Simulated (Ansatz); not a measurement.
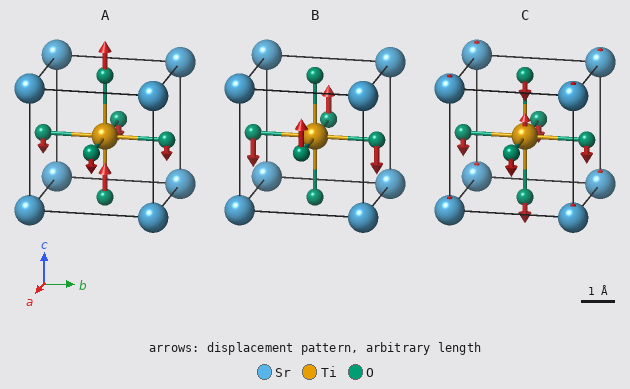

Modes of crystalline SrTiO3, space group Pm-3m (No. 221), at the zone centre (one member of each degenerate set). The red arrows are the displacements of the atoms (eigenvector over the root of the mass), of arbitrary overall length and sign. A ball-and-stick model of the cell of the calculation, seen slightly off an axis. Only the shorter bonds are drawn.

Theory: DFT PBE, scalar-relativistic, plane waves, PAW in Ansatz 0.2.0.

Frequencies are those without the non-analytic (LO–TO) term.

Q: Give the symmetry species and the selection rules of each.

A: A is T₁u, infrared-active by symmetry (509 cm⁻¹). B is T₂u, silent by symmetry (neither infrared- nor Raman-active) (233 cm⁻¹). C is T₁u, infrared-active by symmetry (140i cm⁻¹). The crystal has a centre of inversion, so no mode is both.
